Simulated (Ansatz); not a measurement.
**CdF2: phonon calculation (part 2 of 2)**

CdF2 (3 atoms in the cell); DFT PBEsol, scalar-relativistic, plane waves, PAW, no spin polarisation (Ansatz 0.2.0); cutoff 420 eV, 8×8×8 k-mesh, Gaussian smearing of 0.05 eV. The structure derives from an entry of the Crystallography Open Database. It belongs to a series of runs on one base structure; here: phonons by finite displacements.

Geometry of the input (Å; fractional positions):
```
0.0000  2.6919  2.6919
2.6919  0.0000  2.6919
2.6919  2.6919  0.0000
Cd 0.0000  0.0000  0.0000
F  0.2500  0.2500  0.2500
F  0.7500  0.7500  0.7500
```

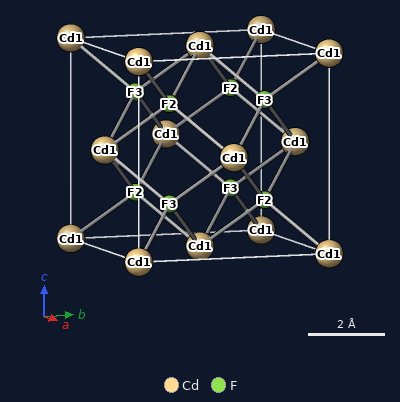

Figure 1. The structure (ball-and-stick view of the cell 4 times as large as that of the calculation, set on its symmetry axes, seen slightly off an axis; atoms are numbered from 1 in the order of the input). An atom can appear more than once, as a periodic image.

What the program printed, continued:
```
SCF iter   1: F=—  HF=-78286.909275 eV  |F-HF|=—  |Δ(HF+E_count)|=         —  Δρ=5.89e-5  dr2=4.57e-6  ethr=7.23e-8  ⟨swp⟩=3.0  Hψ=16252  notcnv=0
SCF iter   2: F=—  HF=-78286.909459 eV  |F-HF|=—  |Δ(HF+E_count)|=   1.85e-4  Δρ=2.70e-5  dr2=1.03e-6  ethr=1.68e-9  ⟨swp⟩=2.1  Hψ=4539  notcnv=0
SCF iter   3: F=—  HF=-78286.909459 eV  |F-HF|=—  |Δ(HF+E_count)|=   3.84e-7  Δρ=5.25e-6  dr2=3.97e-8  ethr=3.80e-10  ⟨swp⟩=2.0  Hψ=4586  notcnv=0
SCF iter   4: F=—  HF=-78286.909459 eV  |F-HF|=—  |Δ(HF+E_count)|=   6.50e-9  Δρ=1.98e-6  dr2=5.09e-9  ethr=1.46e-11  ⟨swp⟩=2.0  Hψ=4590  notcnv=0
SCF iter   5: F=—  HF=-78286.909459 eV  |F-HF|=—  |Δ(HF+E_count)|=  2.91e-11  Δρ=5.46e-7  dr2=8.11e-10  ethr=1.87e-12  ⟨swp⟩=2.0  Hψ=3647  notcnv=0
SCF iter   6: F=—  HF=-78286.909459 eV  |F-HF|=—  |Δ(HF+E_count)|=  1.46e-11  Δρ=1.98e-7  dr2=1.73e-10  ethr=1.00e-12  ⟨swp⟩=1.1  Hψ=2719  notcnv=0
SCF iter   7: F=—  HF=-78286.909459 eV  |F-HF|=—  |Δ(HF+E_count)|=  4.37e-11  Δρ=1.09e-7  dr2=4.57e-11  ethr=1.00e-12  ⟨swp⟩=1.0  Hψ=2718  notcnv=0
SCF iter   8: F=—  HF=-78286.909459 eV  |F-HF|=—  |Δ(HF+E_count)|=  2.91e-11  Δρ=5.19e-8  dr2=6.78e-12  ethr=1.00e-12  ⟨swp⟩=1.0  Hψ=2718  notcnv=0
SCF iter   9: F=-78286.909459 eV  HF=-78286.909459 eV  |F-HF|=2.91e-11  |Δ(HF+E_count)|=  2.91e-11  Δρ=1.70e-8  dr2=8.24e-13  ethr=1.00e-12  ⟨swp⟩=4.9  Hψ=9454  notcnv=0
SCF 8 converged in 9 iterations: F = -78286.909459 eV  dr2 = 8.24e-13
the harmonic batch is taken at displacements of 0.00125 Å and a dr2 threshold of 1.6e-11 eV from here on, in place of 0.0025 Å and 6.3e-11 eV, a step that its levels, its solves or its constants may not bear out (scf.occupations.method, Limitations); of what is allowed (1 % of a squared frequency or a pattern's product, and what the solves leave) the two part by 0.01
SCF converged after 2 iterations
Free energy (F): -78286.909463 eV
Harris-Foulkes:  -78286.909463 eV  (|F-HF|=5.82e-11)
Internal energy: -78286.909463 eV  (E = F + TS)
E sigma→0 (E₀):  -78286.909463 eV
Fermi energy:    7.819583 eV
--- Per-component energies (eV) ---
  E_band       = -3862.835139
  E_kinetic    = 7334.614188
  E_local      = -33825.061435  (includes V_loc(G=0)·N_el)
  E_nonlocal   = 1503.988897
  E_hartree    = 14955.674523
  E_xc         = -2648.859482
  E_vxc        = -3374.085447  (∫ρ·V_xc dr)
  E_paw        = -35236.349565  (= ΣΔE_a)
  E_vpaw       = -5413.672837  (= ΣTr[D̂ρ^β])
  E_aug_tail   = 0.032260  (compensation charges beyond the density's cutoff)
  E_ewald      = -30374.363609
  E_core_change = 3.414760  (= ΣΔE_core)
  E_smearing   = -0.000000  (= −TS)
  E_closure    = 0.000000  (closes the sum)
  Σ components = -78286.909463   (vs F -78286.909463, Δ=0.00e0)
--- Forces (eV/Å), atoms counted from 1 ---
  atom   1  Cd     0.00000000    -0.00000000    -0.00000000
  atom   2  F      0.00000000    -0.00000000     0.00000000
  atom   3  F      0.00000000     0.00000000    -0.00000000
  atom   4  Cd     0.00000000    -0.00000000    -0.00000000
  atom   5  F     -0.00000000    -0.00000000    -0.00000000
  atom   6  F      0.00000000    -0.00000000     0.00000000
  atom   7  Cd     0.00000000    -0.00000000    -0.00000000
  atom   8  F     -0.00000000    -0.00000000    -0.00000000
  atom   9  F      0.00000000     0.00000000     0.00000000
  atom  10  Cd     0.00000000    -0.00000000    -0.00000000
  atom  11  F     -0.00000000    -0.00000000    -0.00000000
  atom  12  F      0.00000000     0.00000000    -0.00000000
  atom  13  Cd     0.00000000    -0.00000000     0.00000000
  atom  14  F      0.00000000     0.00000000    -0.00000000
  atom  15  F     -0.00000000     0.00000000     0.00000000
  atom  16  Cd     0.00000000     0.00000000     0.00000000
  atom  17  F      0.00000000     0.00000000    -0.00000000
  atom  18  F      0.00000000    -0.00000000    -0.00000000
  atom  19  Cd     0.00000000    -0.00000000     0.00000000
  atom  20  F      0.00000000    -0.00000000    -0.00000000
  atom  21  F      0.00000000    -0.00000000     0.00000000
  atom  22  Cd     0.00000000    -0.00000000     0.00000000
  atom  23  F      0.00000000     0.00000000     0.00000000
  atom  24  F      0.00000000    -0.00000000    -0.00000000
  max |Σ_I F_I| component: 1.35e-18 eV/Å
--- Band table (eV; the first three rows and the last of 8) ---
  k-point 0: bands = ["-91.9043", "-91.9042", "-91.9042", "-91.9042", "-91.9042", "-91.9042", "-91.9042", "-91.9042", "-53.0426", "-53.0426", "-53.0426", "-53.0426", "-53.0426", "-53.0426", "-53.0426", "-53.0411", "-53.0411", "-53.0411", "-53.0411", "-53.0411", "-53.0411", "-53.0405", "-53.0405", "-53.0405", "-53.0405", "-53.0405", "-53.0405", "-53.0405", "-53.0405", "-53.0401", "-53.0401", "-53.0401", "-14.3776", "-13.8924", "-13.8924", "-13.8924", "-13.8227", "-13.8227", "-13.8227", "-13.8227", "-13.7448", "-13.7448", "-13.7448", "-13.7448", "-13.6219", "-13.6219", "-13.6219", "-13.2412", "0.7169", "0.7169", "0.7169", "0.9108", "0.9108", "0.9108", "1.0689", "1.0689", "1.0689", "1.0689", "1.0689", "1.0689", "1.0689", "1.0689", "1.7085", "1.7085", "1.7085", "1.7085", "1.7085", "1.7085", "1.9769", "1.9769", "2.0487", "2.0487", "2.0487", "2.0487", "2.0487", "2.0487", "2.0487", "2.0487", "2.0969", "2.0969", "2.0969", "2.2320", "2.2320", "2.2320", "2.2320", "2.2665", "2.2665", "2.2665", "3.2358", "3.2358", "3.2358", "3.3226", "3.3226", "3.3226", "3.3226", "3.3226", "3.3226", "3.5096", "3.5096", "3.5096", "3.5096", "4.0094", "4.0094", "4.0094", "4.0094", "4.4584", "4.4584", "4.4584", "4.4584", "4.4584", "4.4584", "4.4584", "4.4584", "5.3415", "5.3415", "5.3415", "5.8182", "5.8182", "5.8182", "5.8613", "5.8613", "5.8613", "5.9572", "5.9572", "5.9572", "5.9572", "5.9572", "5.9572", "5.9572", "5.9572", "6.2573", "6.2573", "6.2573", "6.2573", "6.2573", "6.2573", "9.2907", "13.4415", "13.4415", "13.4415", "13.4415", "14.2666", "14.2666", "14.2666", "15.3253", "15.3253", "15.3253", "15.3253", "15.8534", "15.8534", "15.8534"]
  k-point 1: bands = ["-91.9043", "-91.9042", "-91.9042", "-91.9042", "-91.9042", "-91.9042", "-91.9042", "-91.9042", "-53.0425", "-53.0425", "-53.0425", "-53.0425", "-53.0425", "-53.0425", "-53.0423", "-53.0412", "-53.0412", "-53.0412", "-53.0410", "-53.0410", "-53.0410", "-53.0407", "-53.0407", "-53.0407", "-53.0406", "-53.0406", "-53.0406", "-53.0405", "-53.0404", "-53.0404", "-53.0401", "-53.0401", "-14.3262", "-13.9957", "-13.8916", "-13.8916", "-13.8916", "-13.8519", "-13.8519", "-13.8519", "-13.7074", "-13.7074", "-13.7074", "-13.6303", "-13.6303", "-13.6303", "-13.5808", "-13.2866", "0.7773", "0.7773", "0.8860", "1.0326", "1.0326", "1.0326", "1.0334", "1.0334", "1.1119", "1.1119", "1.1119", "1.1427", "1.1427", "1.1427", "1.5952", "1.5952", "1.5952", "1.6743", "1.6743", "1.6743", "1.9189", "1.9471", "1.9471", "1.9471", "1.9578", "1.9578", "1.9945", "1.9945", "2.0414", "2.0414", "2.0414", "2.0505", "2.0505", "2.0505", "2.1353", "2.1353", "2.1353", "2.1686", "2.1686", "2.1686", "3.0997", "3.0997", "3.0997", "3.2515", "3.2515", "3.2515", "3.5479", "3.5479", "3.5479", "3.6056", "3.6840", "3.6840", "3.6840", "4.1180", "4.1180", "4.1180", "4.3283", "4.3283", "4.3283", "4.4714", "4.6173", "4.6173", "4.7862", "4.7862", "4.7862", "4.8584", "5.2387", "5.2387", "5.7438", "5.7651", "5.7651", "5.7651", "5.8686", "5.8686", "5.9263", "5.9263", "5.9263", "5.9406", "5.9406", "5.9962", "5.9962", "5.9962", "6.0835", "6.0835", "6.0835", "6.2092", "6.2092", "6.2092", "9.8823", "12.6284", "13.4711", "13.4711", "13.4711", "14.0105", "14.0105", "14.0105", "15.6263", "15.6263", "15.6263", "15.9366", "16.1107", "16.1107", "16.1107"]
  k-point 2: bands = ["-91.9042", "-91.9042", "-91.9042", "-91.9042", "-91.9042", "-91.9042", "-91.9042", "-91.9042", "-53.0423", "-53.0423", "-53.0423", "-53.0423", "-53.0423", "-53.0423", "-53.0414", "-53.0414", "-53.0412", "-53.0412", "-53.0412", "-53.0412", "-53.0412", "-53.0412", "-53.0408", "-53.0408", "-53.0408", "-53.0408", "-53.0408", "-53.0408", "-53.0403", "-53.0403", "-53.0403", "-53.0403", "-14.1868", "-14.1868", "-13.8815", "-13.8815", "-13.8815", "-13.8815", "-13.8815", "-13.8815", "-13.6589", "-13.6589", "-13.6589", "-13.6589", "-13.6589", "-13.6589", "-13.4095", "-13.4095", "0.9171", "0.9171", "0.9171", "0.9171", "1.1853", "1.1853", "1.1853", "1.1853", "1.1853", "1.1853", "1.3421", "1.3421", "1.3455", "1.3455", "1.3455", "1.3455", "1.3455", "1.3455", "1.6968", "1.6968", "1.6968", "1.6968", "1.6968", "1.6968", "1.9415", "1.9415", "1.9415", "1.9415", "2.0308", "2.0308", "2.0308", "2.0308", "2.0308", "2.0308", "2.0817", "2.0817", "2.0817", "2.0817", "2.0817", "2.0817", "3.0652", "3.0652", "3.0652", "3.0652", "3.0652", "3.0652", "3.9773", "3.9773", "3.9773", "3.9773", "3.9773", "3.9773", "4.0645", "4.0645", "4.0645", "4.0645", "4.0645", "4.0645", "4.1112", "4.1112", "4.9532", "4.9532", "4.9532", "4.9532", "5.2067", "5.2067", "5.3670", "5.3670", "5.3670", "5.3670", "5.3670", "5.3670", "5.9012", "5.9012", "5.9012", "5.9012", "5.9222", "5.9222", "5.9222", "5.9222", "5.9222", "5.9222", "6.0988", "6.0988", "6.0988", "6.0988", "6.0988", "6.0988", "11.1995", "11.1995", "13.6499", "13.6499", "13.6499", "13.6499", "13.6499", "13.6499", "16.1447", "16.1447", "16.1447", "16.1447", "16.1447", "16.1447", "16.9773"]
  k-point 7: bands = ["-91.9042", "-91.9042", "-91.9042", "-91.9042", "-91.9042", "-91.9042", "-91.9042", "-91.9042", "-53.0420", "-53.0420", "-53.0420", "-53.0420", "-53.0417", "-53.0417", "-53.0417", "-53.0417", "-53.0416", "-53.0416", "-53.0416", "-53.0416", "-53.0408", "-53.0408", "-53.0408", "-53.0408", "-53.0408", "-53.0408", "-53.0408", "-53.0408", "-53.0405", "-53.0405", "-53.0405", "-53.0405", "-14.0893", "-14.0893", "-14.0893", "-14.0893", "-13.8187", "-13.8187", "-13.8187", "-13.8187", "-13.7145", "-13.7145", "-13.7145", "-13.7145", "-13.4863", "-13.4863", "-13.4863", "-13.4863", "1.0566", "1.0566", "1.0566", "1.0566", "1.1021", "1.1021", "1.1021", "1.1021", "1.2286", "1.2286", "1.2286", "1.2286", "1.4856", "1.4856", "1.4856", "1.4856", "1.6220", "1.6220", "1.6220", "1.6220", "1.6891", "1.6891", "1.6891", "1.6891", "1.7108", "1.7108", "1.7108", "1.7108", "1.9843", "1.9843", "1.9843", "1.9843", "1.9918", "1.9918", "1.9918", "1.9918", "2.0371", "2.0371", "2.0371", "2.0371", "2.8640", "2.8640", "2.8640", "2.8640", "3.6022", "3.6022", "3.6022", "3.6022", "3.9627", "3.9627", "3.9627", "3.9627", "4.4848", "4.4848", "4.4848", "4.4848", "4.5482", "4.5482", "4.5482", "4.5482", "4.6700", "4.6700", "4.6700", "4.6700", "4.7600", "4.7600", "4.7600", "4.7600", "5.5736", "5.5736", "5.5736", "5.5736", "5.8229", "5.8229", "5.8229", "5.8229", "5.8484", "5.8484", "5.8484", "5.8484", "6.0282", "6.0282", "6.0282", "6.0282", "6.2107", "6.2107", "6.2107", "6.2107", "12.0006", "12.0006", "12.0006", "12.0006", "13.9444", "13.9444", "13.9444", "13.9444", "16.6978", "16.6978", "16.6978", "16.6978", "16.6979", "16.6979", "16.6979"]
--- Phonons: 2 displaced members + reference (amplitude 0.00125 Å, Σ member SCF iterations 18) ---
  symmetry images taken by strict's conditions (phonons.symmetry_images: auto; settled by no image being taken that strict refuses)
  ASR residual: 2.060e-3 → 0.000e0 eV/Å²; symmetrization residual: 9.615e-5 eV/Å²
  largest component of a force at the reference: 6.6e-19 eV/Å
  ASR residual per site (eV/Å²): 2.06e-3 1.12e-4 1.12e-4
  Γ frequencies (cm⁻¹): 0.00 0.00 0.00 214.91 214.91 214.91 301.13 301.13 301.13
  Unit cell's response to a homogeneous field, on a k mesh of 8×8×8: 1 representative field direction (Σ response iterations 7)
  ε∞ (high-frequency dielectric tensor):
        2.911306    -0.000000    -0.000000
        0.000000     2.911306    -0.000000
        0.000000     0.000000     2.911306
  ε⁰ (static dielectric tensor): not given — the deck does not say what the cell's rigid motions are, and on a molecule in a box or a wire the rigid rotations would enter the sum over the modes at Γ. For a crystal or a slab, whose only rigid motions are the translations, set phonons.rigid_motions: translations.
  Born effective charges Z* (e; rows j = field, columns β = displacement):
    site 0:
         2.46999   -0.00000   -0.00000
         0.00000    2.46999    0.00000
         0.00000   -0.00000    2.46999
    site 1:
        -1.23500    0.00000    0.00000
        -0.00000   -1.23500   -0.00000
         0.00000    0.00000   -1.23500
    site 2:
        -1.23500    0.00000    0.00000
        -0.00000   -1.23500   -0.00000
         0.00000    0.00000   -1.23500
  Z* charge neutrality: 5.224e-5 e pre-enforcement
  k-mesh period / interband length: 30.5 Å / 1.38 Å = 22.14 at k = (0.0000, 0.0000, 0.0000), direct gap 3.429 eV — 14 or more, which is no proof of convergence
  optical modes at Γ without the LO–TO term, one row a degenerate level:
      ω (cm⁻¹)  modes    IR ((D/Å)²/amu)
        214.91      3            14.8692
        301.13      3             0.0000
  optical modes at Γ + LO–TO along q̂ = [1.0000, 0.0000, 0.0000]:
      ω (cm⁻¹)  modes    IR ((D/Å)²/amu)
        214.91      2             9.9128
        301.13      3             0.0000
        373.18      1             4.9564
  optical modes at Γ + LO–TO along q̂ = [0.0000, 1.0000, 0.0000]:
      ω (cm⁻¹)  modes    IR ((D/Å)²/amu)
        214.91      2             9.9128
        301.13      3             0.0000
        373.18      1             4.9564
  optical modes at Γ + LO–TO along q̂ = [0.0000, 0.0000, 1.0000]:
      ω (cm⁻¹)  modes    IR ((D/Å)²/amu)
        214.91      2             9.9128
        301.13      3             0.0000
        373.18      1             4.9564
  density of states and harmonic sums: on the 20×20×20 q-mesh, interpolated from the force constants of a 2×2×2 supercell (with the dipole–dipole term)
  largest difference from the sums on the solved wave vectors: F 6.18e-2 eV, S 9.43e-5 and C_V 3.21e-5 eV/K
  zero-point energy: 0.120898 eV/cell   skipped modes (ω ≤ 0): 3   left out of the sums: 4.17e-5 of the cell's modes: C_V's classical limit lies that fraction below 3 k_B per atom; for a crystal, a wire or a layer, F and S can be off by more, and a phonons.interpolated_qmesh denser along its periods is the remedy for the sampling
```

File phthermo.tsv:
```
# format = ansatz-phthermo/1
# interpolated_qmesh = 20 20 20
# force_constants_supercell = 2 2 2
# non_analytic_term = included (the dipole-dipole term of the run's Born effective charges and high-frequency dielectric tensor (where they are solved with the displacements' responses and are means over more operations than the force constants, of those that the k mesh gives, averaged as the force constants are; where they are of points inside a basis, what they differ from the k mesh's own by stays in what lies between the sampled wave vectors) is in the interpolated dynamical matrix, and no dipole-quadrupole or higher term is, so what lies between sampled wave vectors stays as converged as the mesh, the term itself as its tensors are in theirs, and near GAMMA the transverse optical and acoustic branches of a crystal with a site that is no centre of inversion can stay off; a row of a path at GAMMA holds the limit along its piece of the path (the whole path, where it does not jump; a piece that never leaves GAMMA stands at zero macroscopic field), a row of a mesh at GAMMA stands at zero macroscopic field with that point's weight, and on a cell with vacuum the term is the periodic stack's, or with phonons.isolated the sheet's or wire's own, and can move a branch further from a solve)
# zero_point_energy_ev = 1.2089752477e-1
# n_skipped_modes = 3
# share_of_modes_left_out = 4.1666666667e-5
# rigid_motions_known_by = geometry
# t_k	f_vib_ev	s_ev_per_k	c_v_ev_per_k
0.0000	1.2089752477e-1	0.0000000000e0	0.0000000000e0
100.0000	1.1177328518e-1	2.5814247573e-4	3.9240546325e-4
200.0000	6.7364638467e-2	6.1558181590e-4	6.2240830553e-4
300.0000	-8.3149613349e-3	8.8499073777e-4	6.9914360098e-4
400.0000	-1.0753377507e-1	1.0910209762e-3	7.3065217646e-4
500.0000	-2.2515807571e-1	1.2559133859e-3	7.4620607349e-4
600.0000	-3.5778857516e-1	1.3928034789e-3	7.5493159821e-4
700.0000	-5.0305236991e-1	1.5096099686e-3	7.6029044617e-4
800.0000	-6.5921105037e-1	1.6113775993e-3	7.6380871491e-4
900.0000	-8.2494047127e-1	1.7014899187e-3	7.6623935432e-4
1000.0000	-9.9920021428e-1	1.7823165379e-3	7.6798730870e-4
```

Results in brief:

```csv
quantity,value
outcome,converged
space group (tolerance 0.01 Å),Fm-3m (225)
electrons treated,272
free energy,−78286.9095 eV
Fermi energy,7.820 eV
gap on the k-point mesh,2.94 eV
largest force (length of the vector),under 0.001 eV/Å
hardware,"4 threads of Arm Neoverse V2, 24 GiB of memory available, shared host"
wall time,85 s (CPU time 5.4 min)
peak memory,1.7 GiB
```
